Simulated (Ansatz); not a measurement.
System: ZrO₂, space group Fm-3m (No. 225) (cell built by us, not taken from a database).

Input of the run:
```
crystal:
  lattice:
    - [0.0, 2.5579471206, 2.5579471206]
    - [2.5579471206, 0.0, 2.5579471206]
    - [2.5579471206, 2.5579471206, 0.0]
  atoms:
    - { symbol: Zr, position: [0.5, 0.5, 0.5] }
    - { symbol: O, position: [0.75, 0.75, 0.75] }
    - { symbol: O, position: [0.25, 0.25, 0.25] }
basis:
  ecutwfc: 420
kpoints:
  mp_grid: { grid: [8, 8, 8] }
hamiltonian:
  xc: pbe
scf:
  occupations: { method: fixed }
output:
  eigenvalues: true
phonons:
  method: dfpt
  dielectric: true
  rigid_motions: translations
  eigenvectors: true
  qmesh: [4, 4, 4]
  temperatures: { t_max: 1000, t_step: 100 }
  qpath:
    path:
      - [[0.0, 0.0, 0.0], [0.5, 0.0, 0.5], [0.625, 0.25, 0.625]]
      - [[0.375, 0.375, 0.75], [0.0, 0.0, 0.0], [0.5, 0.5, 0.5], [0.5, 0.25, 0.75], [0.5, 0.0, 0.5]]
    npoints: 8
```

Command:
```bash
ansatz run input.yaml --threads 1 --pin off --max-ram 2560MiB --backend cpu --events-out ev --progress --plain --runs-dir out
```

Method: harmonic phonon frequencies at the irreducible points of a q mesh with atoms at rest in the given cell, q in fractions of the reciprocal cell vectors, no long-range term at q = 0, imaginary frequencies are negative, the first points where there are many; plane waves with PAW datasets (Ansatz 0.2.0). Level: PBE, no spin polarisation.

- wave cutoff: 420 eV
- k mesh: 8×8×8
- occupations: fixed
- pressure: 0 GPa
- phonon method: linear response
- q mesh: 4×4×4

Predict the phonon frequencies at several wave vectors (in fractions of the reciprocal vectors of the given cell).

Two modes are imaginary at (0 −0.5 −0.5) and (0.25 −0.5 −0.25), the softest at 220.4i cm⁻¹, so the structure is dynamically unstable. The highest mode among the wave vectors computed lies at 662.7 cm⁻¹, at (0 −0.5 −0.5) (at the zone centre itself the field of polar modes is left out).

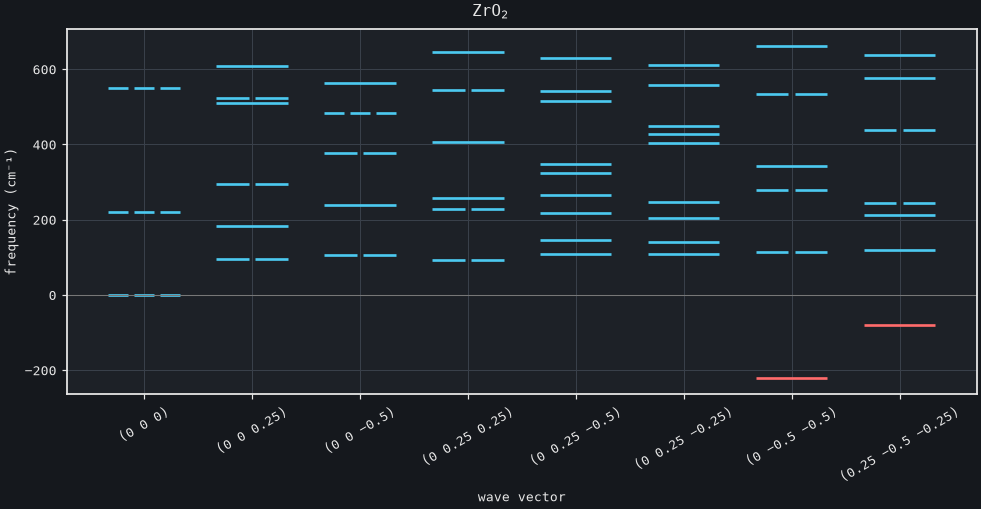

Imaginary frequencies are drawn as negative.

Limits of the calculation: vibrations at or below zero.
